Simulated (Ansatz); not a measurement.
System: SnO, space group P4/nmm (No. 129).

Starting cell:
```xyz
4
Lattice="3.8137 0.0000 0.0000 0.0000 3.8137 0.0000 0.0000 0.0000 4.8869" Properties=species:S:1:pos:R:3 pbc="T T T"
Sn    1.9068    0.0000    3.7367
Sn    0.0000    1.9068    1.1503
O     0.0000    0.0000    0.0000
O     1.9068    1.9068    0.0000
```

How it was computed, with Ansatz 0.2.0: Born effective charges by linear response at the zone centre, in units of the proton charge, Cartesian axes of the given cell; plane-wave DFT, no spin polarisation. Level: PBEsol.

- k mesh: 7×7×6
- occupations: fixed
- potentials: Ansatz PAW
- wave cutoff: 420 eV
- density cutoff: 1680 eV
- program settings: xc grid level 2, xc grid task field_response

What does the calculation give for the mean Born effective charge of each atom? The cases: Sn 1; Sn 2; O 1; O 2.

All are equal in size, 3.03 e, and the charges add up to 0.00 e. Sn 1, Sn 2, O 1 and O 2 are equally anisotropic; for Sn 1: its diagonal components run from 2.90 to 3.10 e.

```json
{"atom": "Sn 1", "mean Born effective charge (e)": "3.03", "Born charge xx (e)": "3.098", "Born charge zz (e)": "2.896"}
{"atom": "Sn 2", "mean Born effective charge (e)": "3.03", "Born charge xx (e)": "3.098", "Born charge zz (e)": "2.896"}
{"atom": "O 1", "mean Born effective charge (e)": "-3.03", "Born charge xx (e)": "-3.098", "Born charge zz (e)": "-2.896"}
{"atom": "O 2", "mean Born effective charge (e)": "-3.03", "Born charge xx (e)": "-3.098", "Born charge zz (e)": "-2.896"}
```

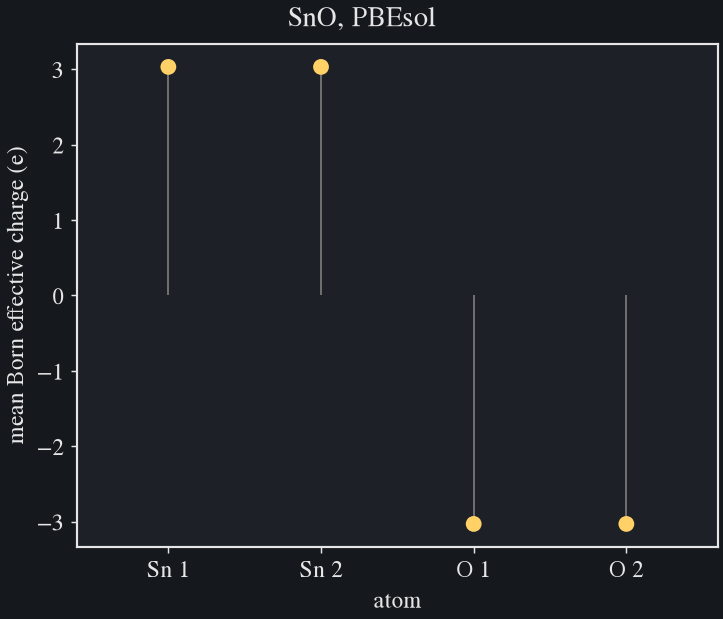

Limits of the calculation: spin-orbit coupling left out, heavy elements.
